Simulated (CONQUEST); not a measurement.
## TaAs: 7 runs along one coordinate

System: TaAs (I4₁md, 8 atoms in the cell).
Method: Kohn-Sham DFT of a periodic cell, PBE, PseudoDojo NC PBE, no spin polarisation (CONQUEST 1.3).

The 7 runs differ only in the geometry, by an even scaling of the cell at fixed fractional positions. The structure derives from a Materials Project entry.

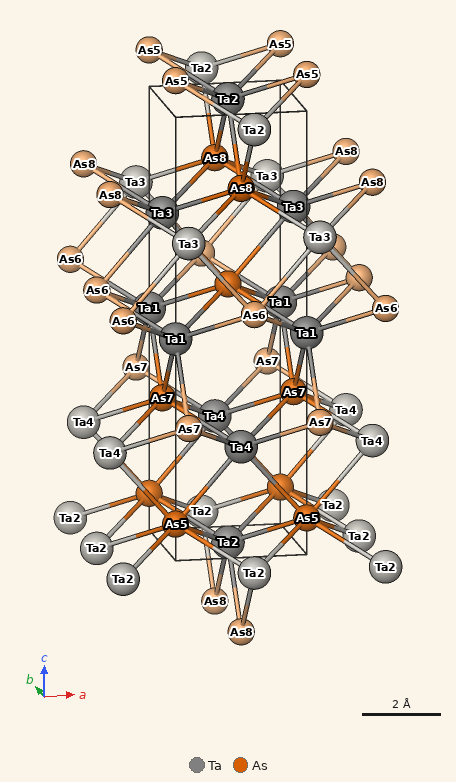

Figure 1. The structure of run 4 (ball-and-stick view of the cell of the calculation, seen slightly off an axis; neighbours outside the cell are drawn fainter; atoms are numbered from 1 in the order of the input).

### Input of run 4
```
IO.Title TaAs
IO.Coordinates coords.dat
IO.FractionalAtomicCoords T
IO.Iprint 2
IO.Iprint_init 1
General.NumberOfSpecies 2
General.PseudopotentialType hamann
AtomMove.TypeOfRun static
AtomMove.FullStress T
Grid.PointsAlongX 36
Grid.PointsAlongY 36
Grid.PointsAlongZ 120
DM.SolutionMethod diagon
Diag.MPMesh T
Diag.GammaCentred T
Diag.MPMeshX 8
Diag.MPMeshY 8
Diag.MPMeshZ 3
Diag.kT 0.00183747
minE.SCTolerance 1e-6
SC.MaxIters 100
IO.AtomChargeOutput T
%block ChemicalSpeciesLabel
1 180.950 Ta
2 74.920 As
%endblock
```

Command:
```bash
OMP_NUM_THREADS=1 Conquest
```

Lattice vectors (Å) and fractional positions of run 4:
```
   3.443627    0.000000    0.000000
   0.000000    3.443627    0.000000
   0.000000    0.000000   11.735883
Ta  0.000000  0.000000  0.499967
Ta  0.500000  0.500000  0.999967
Ta  0.000000  0.500000  0.749967
Ta  0.500000  0.000000  0.249967
As  0.000000  0.000000  0.082632
As  0.500000  0.500000  0.582632
As  0.000000  0.500000  0.332632
As  0.500000  0.000000  0.832632
```

Run 2 has the same physical settings and fractional positions; its lattice vectors (Å) are:
```
   3.397086    0.000000    0.000000
   0.000000    3.397086    0.000000
   0.000000    0.000000   11.577271
```

### Results, with one run withheld

```csv
run,volume per atom (Å³),"free energy per atom, from the lowest run given (meV)",pressure (GPa)
1,16.353,78.27,18.85
2,16.700,?,?
3,17.048,20.18,8.38
4,17.396,6.28,4.56
5,17.744,0.00,1.14
6,18.092,1.48,−2.49
7,18.440,10.49,−5.64
```

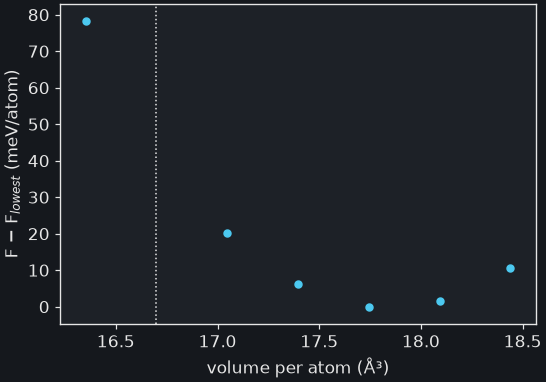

Figure 2. Free energy per atom of the runs given; the dotted line marks run 2.

Estimate the energy of run 2 from the others.

A cubic polynomial in V^(−2/3) (the Birch–Murnaghan form), fitted to the 6 runs given, misses them by at most 0.32 meV per atom. With x = V^(−2/3) − 0.14842 Å⁻², it reads F = 3.572 + 3982.8 x + 1.0309e+06 x² − 946.36 x³ (meV per atom). At run 2 it gives 44.22 meV per atom, and the run itself gives 43.44. The slope of the fit gives a pressure −dF/dV of 13.26 GPa there, and the run prints 13.32 GPa. The two needn't agree exactly: the fit is approximate, and the printed stress is taken on a finite basis. The fit has its minimum at 17.836 Å³ per atom, where V d²F/dV² gives 177 GPa. Cell shape and fractional positions are held, so this is the stiffness under even scaling; the relaxed bulk modulus wasn't computed. So low a polynomial doesn't follow these energies more closely.

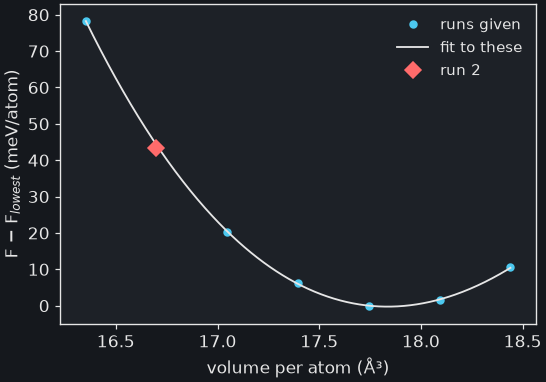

Figure 3. The fit and the withheld run.

### Some lines of the output (run 2)
```
[...]
          DFT Total Energy                 :      -684.715529662254653 Ha
          Free Energy (E-TS)               :      -684.721120522110596 Ha
          DFT Total Energy                 :      -684.719533715429975 Ha
          Free Energy (E-TS)               :      -684.720701562068257 Ha
          DFT Total Energy                 :      -684.720167266378553 Ha
          Free Energy (E-TS)               :      -684.720692398258961 Ha
          DFT Total Energy                 :      -684.720177299644661 Ha
          Free Energy (E-TS)               :      -684.720692356092513 Ha
          DFT Total Energy                 :      -684.720177136478583 Ha
          Free Energy (E-TS)               :      -684.720692267407571 Ha
          DFT Total Energy                 :      -684.720177367390079 Ha
      | Free Energy as E-TS      =      -684.720692267407571 Ha
      |* DFT total energy        =      -684.720177367390079 Ha
    force: Average pressure:     13.31511646 GPa
```

Notes: Spin–orbit coupling is left out, which matters for Ta. With a small basis of atomic orbitals these values can differ much from converged plane-wave results.
